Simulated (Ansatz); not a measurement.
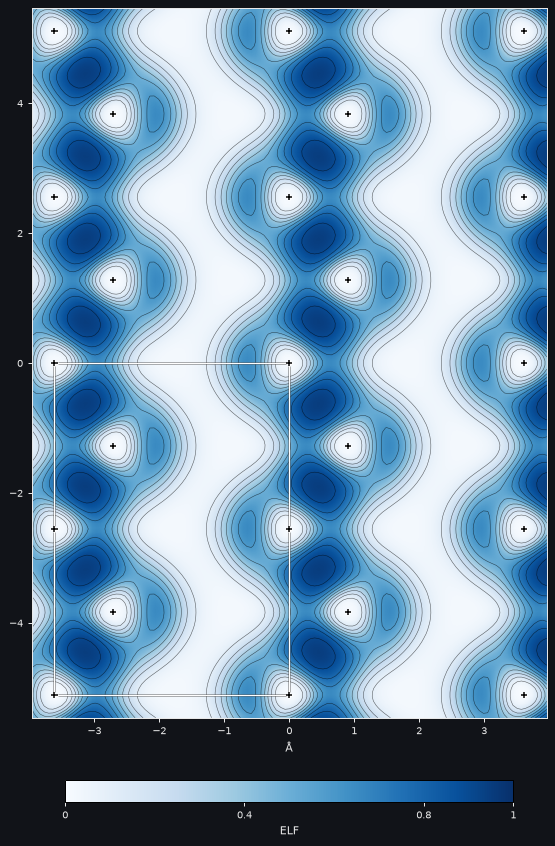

The ELF on a plane through atoms (crosses mark nuclei in the plane).

Computed with Kohn-Sham DFT of a periodic cell, PBE, Ansatz PAW (Ansatz 0.2.0).

Candidates:
A. C, a = 3.61 Å, b = 3.61 Å, c = 3.61 Å, α = 90.00°, β = 90.00°, γ = 90.00°. Space group Fd-3m; computed pressure about −14 GPa in this cell.
B. As, a = 3.81 Å, b = 3.81 Å, c = 10.68 Å, α = 90.00°, β = 90.00°, γ = 120.00°. Space group R-3m.

Which system is this?

Answer. Candidate A: C on the (110) plane of the conventional cell, which holds C. C–C (1.56 Å): the ELF peaks at about 0.95 between the atoms, as expected for a shared electron pair.
